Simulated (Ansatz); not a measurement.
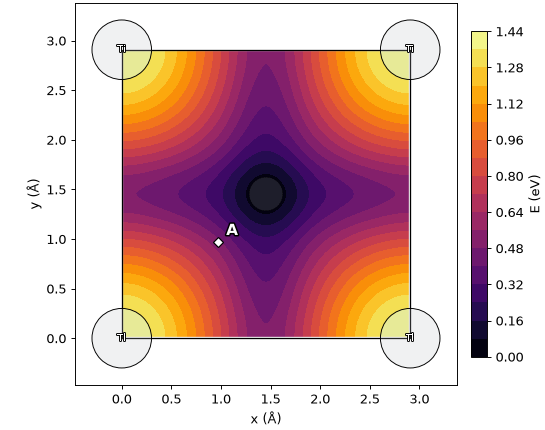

H on a Ti(100) slab cut from the Fm-3m phase, its upper half relaxed before the scan (3 atoms of substrate and one adsorbate in a 1 × 1 cell). H is moved over the surface cell; relaxed at each place: the height of the adsorbate's atoms; substrate rigid; the origin of the map has the adsorbate above Ti3. Places are given modulo a cell vector. The map is drawn in real space over the plane of the surface. The grid has 6 × 6 points; 10 points were computed and 26 follow by symmetry. Energies are in eV, from the lowest grid point. With one adsorbate in each 1 × 1 cell, its nearest image is 2.9 Å away, so neighbouring adsorbates interact. All numbers below come from DFT PBE, scalar-relativistic, plane waves, PAW (Ansatz). Settings: cutoff 420 eV, k-mesh 9×9×1, gaussian smearing 0.1 eV, no spin polarisation.

In the figure: filled contours, labelled circles for the atoms of the top layer and small ones for the second layer, the outline of one cell of the plane, the point A. Between grid points the surface is interpolated.

### Which way does the force act at A, and how strong is it?

A, at (2/6, 2/6) of the cell vectors, is not a stationary point. The computed force is 0.87 eV/Å in the plane, pointing up and right in the picture (components 0.62 and 0.62 eV/Å).

PAW datasets: the set soft_1.
